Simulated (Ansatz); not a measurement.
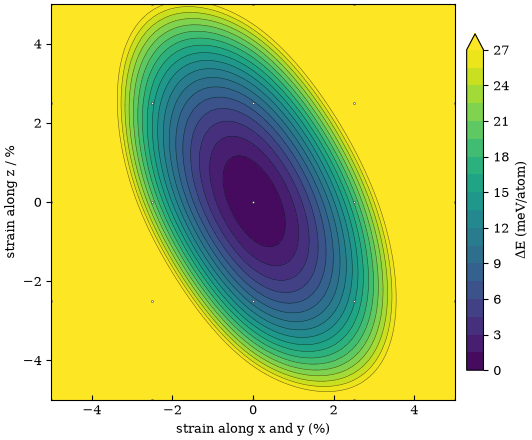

Te2Mo (P6_3/mmc, No. 194; 6 atoms in the cell). 
- The cell is strained homogeneously, by one strain along x and y and another along z, with fractional coordinates fixed (x along [1 0 0], z along [0 0 1] of the conventional cell).
- The first coordinate is: strain along x and y; the second: strain along z.
- The grid has 5 × 5 points.
- Energies: meV/atom, counted from the lowest grid point.
- Computed with DFT PBE, scalar-relativistic, plane waves, PAW (Ansatz). Settings: cutoff 420 eV, k-mesh 12×12×2 in the order of the run's cell vectors, gaussian smearing 0.05 eV, no spin polarisation.

In the figure: filled contours, dots at the grid points, one colour for all values above the top of the scale. Between grid points the surface is interpolated.

Estimate the clamped-ion elastic constants that this map fixes.

Answer. With the cell volume of 166.6 Å³, the curvatures of the interpolated surface at its minimum give C₁₁ + C₂₂ + 2C₁₂ ≈ 350 GPa, C₃₃ ≈ 169 GPa and C₁₃ + C₂₃ ≈ 123 GPa (clamped ions, Cartesian axes of the cell). A stretch of 1 % along z with free sides (kept equal in x and y) would change the in-plane lengths by about −0.35 %.
